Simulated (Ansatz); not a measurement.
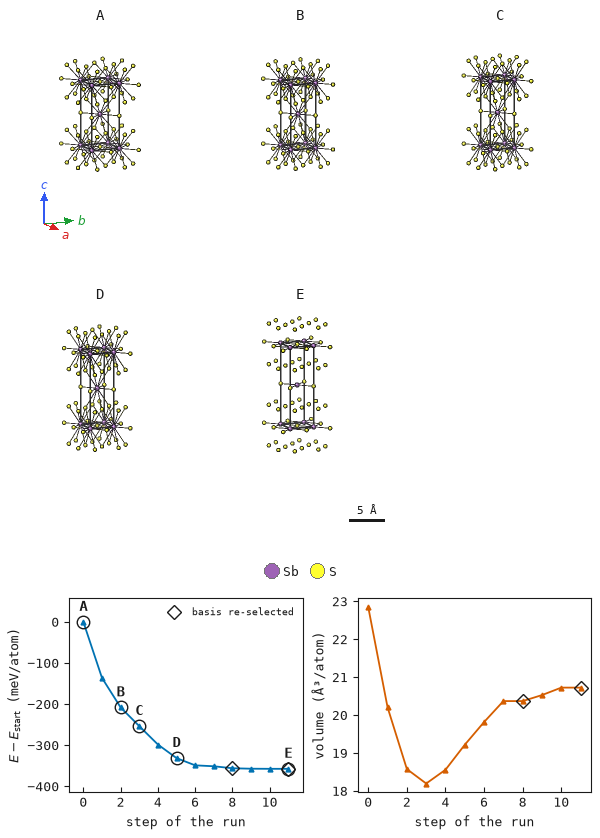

Frames of a relaxation of a crystal of SbS3 (built on the TiAl3 (D0_22)_139 type) (coarse preliminary run), marked on the history of the run. Style: ball-and-stick. Shown: the conventional cell (2 times the calculation's cell), slightly off an axis. Lengths and directions refer to the drawn axes.

Case: TiAl3 (D0_22) type (I4/mmm, No. 139).

All numbers below come from DFT PBE, scalar-relativistic, plane waves, PAW in Ansatz. (plane-wave cutoff 420 eV; k-point mesh 6 × 6 × 6; occupations gaussian; smearing width 0.1 eV; no spin polarisation; cell and atoms relaxed; force threshold 0.04 eV/Å; at most 70 steps)

**What happens along the run?**

After 9 accepted moves (11 points after the start) the energy has fallen by 357 meV per atom. All forces vanish by symmetry, so only the cell relaxes. The pressure goes from −9.48 to −0.08 GPa. At 2 points the geometry stayed and the basis and grid were re-selected for the new cell (energy shift of 4.8 meV per atom at most each time). No atom moves by more than 0.005 Å relative to the cell. The drawn cell changes as follows: a = b 4.341 → 3.701 Å (−14.7 %), c 9.697 → 12.105 Å (+24.8 %); the volume changes by −9.3 %. Near-neighbour distances that change, for instance: S–Sb 3.070 → 2.617 Å, S–S 3.070 → 2.617 Å, S–Sb 3.254 → 3.547 Å. The space group stays I4/mmm (No. 139). From step 0 to 2: volume −18.7 %, energy −208 meV per atom. From step 2 to 3: volume −2.0 %, energy −45.5 meV per atom. From step 3 to 5: volume +5.6 %, energy −77.7 meV per atom. From step 5 to 11: volume +7.8 %, energy −26.1 meV per atom.

```csv
step,"E − E(0), meV/atom","pressure, GPa","volume, Å³/atom",note
0,0.00,-9.48,22.846,
1,-136.07,-4.31,20.206,
2,-207.82,1.74,18.579,
3,-253.27,4.56,18.198,
4,-297.95,3.93,18.562,
5,-331.00,2.13,19.221,
6,-348.62,1.25,19.821,
7,-350.87,-0.28,20.373,
8,-355.70,0.08,20.373,"same geometry, new basis"
9,-356.83,0.12,20.531,
10,-357.08,-0.08,20.728,
11,-357.12,-0.08,20.728,"same geometry, new basis"
```
